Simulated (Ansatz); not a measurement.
System: Ti, space group P6/mmm (No. 191).

The given structure:
```yaml
crystal:
  lattice:
    - [4.56737, 0.00000, 0.00000]
    - [-2.28369, 3.95546, 0.00000]
    - [0.00000, 0.00000, 2.82624]
  atoms:
    - { symbol: Ti, position: [0.66667, 0.33333, 0.50000] }
    - { symbol: Ti, position: [0.33333, 0.66667, 0.50000] }
    - { symbol: Ti, position: [0.00000, 0.00000, 0.00000] }
```

Computed with Ansatz 0.2.0: all-electron LAPW DFT, no spin polarisation; energies at scaled volumes of the given cell, shape and fractions fixed, counted from the fit's minimum, third-order Birch-Murnaghan fit. Level: PBEsol.

```tsv
setting	value
k mesh	7×7×9
occupations	Fermi–Dirac
smearing width	0.05 eV
potentials	all electron LAPW, scalar relativistic
program settings	basis error eV/atom 0.002
```

Predict the energy and pressure against volume. The volume takes the values 16.00, 16.34, 16.68, 17.02, 17.36, 17.70, 18.04 Å³/atom.

A third-order Birch–Murnaghan fit gives V0 = 16.47 Å³/atom, B0 = 120 GPa and B′ = 3.6. The energy is 5.23 meV/atom at volume 16.00 Å³/atom and 49.06 meV/atom at 18.04 Å³/atom; the lowest computed point is at volume 16.34 Å³/atom (0.38 meV/atom), and no other minimum shows. The pressure falls from 3.65 GPa at volume 16.00 Å³/atom to −9.31 GPa at 18.04 Å³/atom, and changes sign near 16.47 Å³/atom.

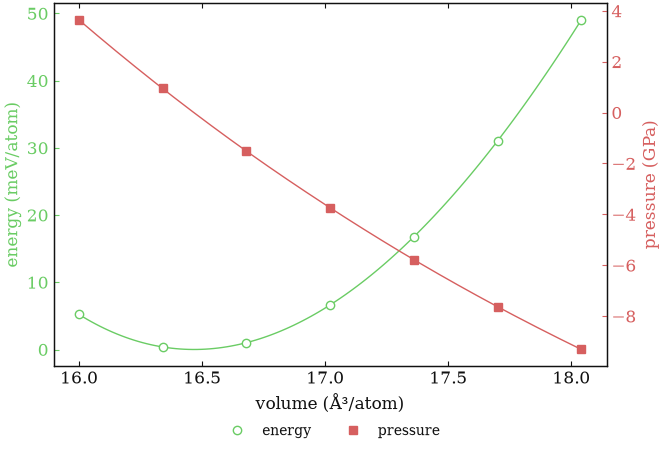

Limits of the calculation: shape and atomic fractions are frozen while scaling, which makes layered, chain and framework solids too stiff.
